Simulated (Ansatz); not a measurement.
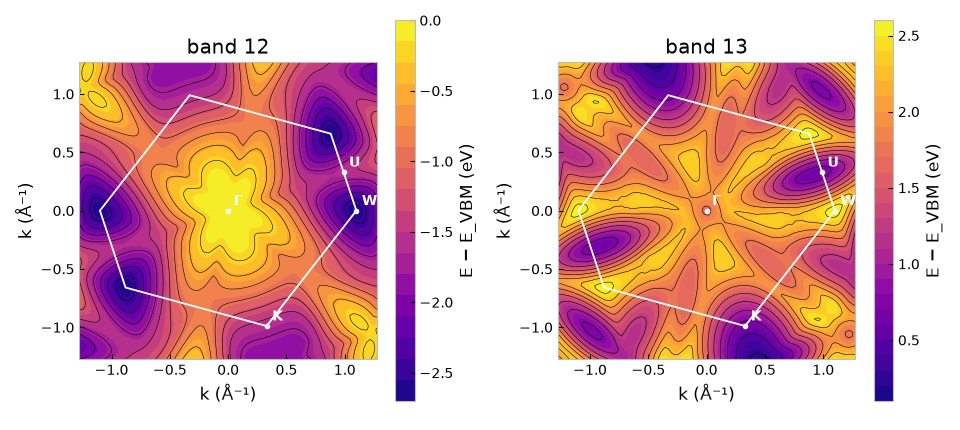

Two bands of Mg2Si in space group Fm-3m over the plane through Γ, W and U: the highest mostly filled and the lowest mostly empty one.

The calculation used Ansatz 0.2.0, DFT PBEsol, scalar-relativistic, plane waves, PAW; levels and slopes on a dense k mesh at the converged density. No spin polarisation. k mesh for the levels: 32×32×32. The geometry was not relaxed.

> Give both levels and their distance at the named points.

```json
{"point": "Γ", "lower band (eV)": "0.00", "upper band (eV)": "1.70", "distance (eV)": "1.70"}
{"point": "W", "lower band (eV)": "−2.64", "upper band (eV)": "2.60", "distance (eV)": "5.24"}
{"point": "K", "lower band (eV)": "−1.61", "upper band (eV)": "0.65", "distance (eV)": "2.25"}
{"point": "U", "lower band (eV)": "−1.61", "upper band (eV)": "0.65", "distance (eV)": "2.25"}
```

> Where are the band edges of the whole zone?

The valence band has one maximum at Γ, three bands meeting there, with masses of 0.14 and 0.34 mₑ among them, each the same along x, y and z; the conduction band has three equivalent minima at X, principal masses 0.19, 0.19 and 0.58 mₑ. The gap is indirect, 0.15 eV at this level of theory (semilocal functionals give gaps that are too small, and can reorder valleys that lie close).

Spin-orbit coupling, left out here, can split bands that meet at an edge and change their masses.
